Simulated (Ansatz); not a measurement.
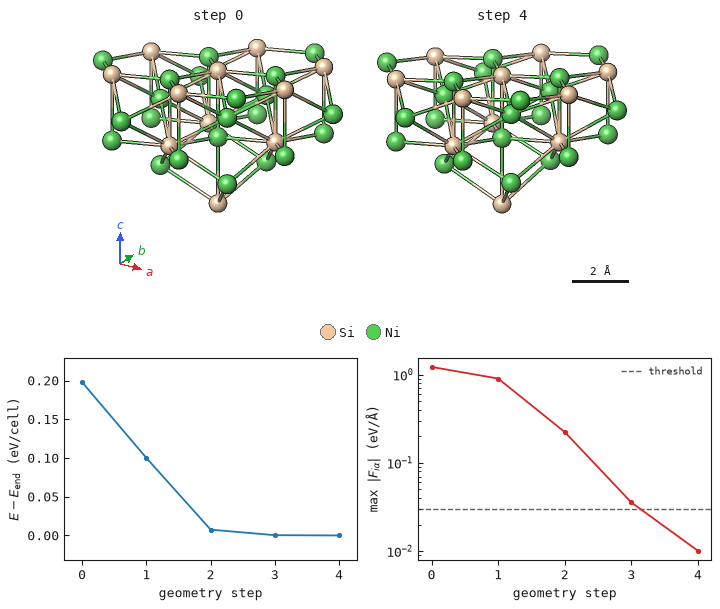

First and last geometry of a constrained relaxation of a slab of composition Si$_{5}$Ni$_{9}$ (cut from the P6_3/mmc phase), with the history of the run. Style: ball-and-stick. Shown: the atoms within 5.0 Å of the atom that moves most (axes of the 2 × 2 repeat of the cell, outlined in the plane, without the vacuum), slightly off an axis.

Case: clean slab, lower half held. The slab is the (0 0 1) face of SiNi2. 6 atoms are held fixed.

Computed with Ansatz 0.2.0, DFT PBEsol, scalar-relativistic, plane waves, PAW.

Input file:
```yaml
crystal:
  lattice:
    - [3.8684636244, 0.0, 0.0]
    - [-1.9342318122, 3.3501877723, 0.0]
    - [0.0, 0.0, 26.8339704999]
  atoms:
    - { symbol: Si, position: [0.6666666667, 0.3333333333, 0.3167626647] }
    - { symbol: Ni, position: [0.3333333333, 0.6666666667, 0.3167626647] }
    - { symbol: Ni, position: [0.0, 0.0, 0.3625719985] }
    - { symbol: Si, position: [0.3333333333, 0.6666666667, 0.4083813323] }
    - { symbol: Ni, position: [0.6666666667, 0.3333333333, 0.4083813323] }
    - { symbol: Ni, position: [0.0, 0.0, 0.4541906662] }
    - { symbol: Si, position: [0.6666666667, 0.3333333333, 0.5] }
    - { symbol: Ni, position: [0.3333333333, 0.6666666667, 0.5] }
    - { symbol: Ni, position: [0.0, 0.0, 0.5458093338] }
    - { symbol: Si, position: [0.3333333333, 0.6666666667, 0.5916186677] }
    - { symbol: Ni, position: [0.6666666667, 0.3333333333, 0.5916186677] }
    - { symbol: Ni, position: [0.0, 0.0, 0.6374280015] }
    - { symbol: Si, position: [0.6666666667, 0.3333333333, 0.6832373353] }
    - { symbol: Ni, position: [0.3333333333, 0.6666666667, 0.6832373353] }
basis:
  ecutwfc: 420
kpoints:
  mp_grid: { grid: [9, 9, 1] }
hamiltonian:
  xc: pbesol
scf:
  occupations: { method: gaussian, width: 0.1 }
output:
  forces: true
  eigenvalues: true
  write_density: true
  write_potential: true
  elf: true
  volumetric_format: npy
relax:
  adjacent_minimum: "off"
  f_tol: 0.03
  max_steps: 70
  constraints: [{ sites: [0, 1, 2, 3, 4, 5] }]
efield:
  axis: 3
  dipole_correction: true
  ramp_width: 0.04
```

Command:
```bash
ansatz run input.yaml --threads 4 --pin off --max-ram 10240MiB --backend cpu --events-out ev --progress --plain --runs-dir out
```

Question: Read the history and describe the run.

Answer: It converged. The energy falls by 0.198 eV per cell of the calculation in 4 geometry steps. The largest force component goes from 1.2 to 0.01 eV/Å. The atom that moves furthest is Si13 (0.18 Å along the normal (−c)). By element the largest moves are Si 0.18 Å, Ni 0.14 Å. The lattice vectors keep their values. Some distances before and after: Ni11–Si13 2.458 → 2.313 Å, Ni12–Si13 2.549 → 2.411 Å, Ni12–Ni14 2.549 → 2.454 Å, Ni9–Ni12 2.458 → 2.550 Å. Among the angles between lasting bonds that change: Si10–Ni12–Si13 180.0° → 170.6°, Si13–Ni12–Si13 98.7° → 106.7°, Si10–Ni12–Si10 98.7° → 95.2°.

```json
{"step": "0", "E − E(0), meV/atom": "0.00", "largest force component, eV/Å": "1.2235"}
{"step": "1", "E − E(0), meV/atom": "-6.98", "largest force component, eV/Å": "0.9035"}
{"step": "2", "E − E(0), meV/atom": "-13.59", "largest force component, eV/Å": "0.2236"}
{"step": "3", "E − E(0), meV/atom": "-14.10", "largest force component, eV/Å": "0.0356"}
{"step": "4", "E − E(0), meV/atom": "-14.13", "largest force component, eV/Å": "0.0101"}
```

Limits of the set-up: an element that often carries a moment was run without spin polarisation.
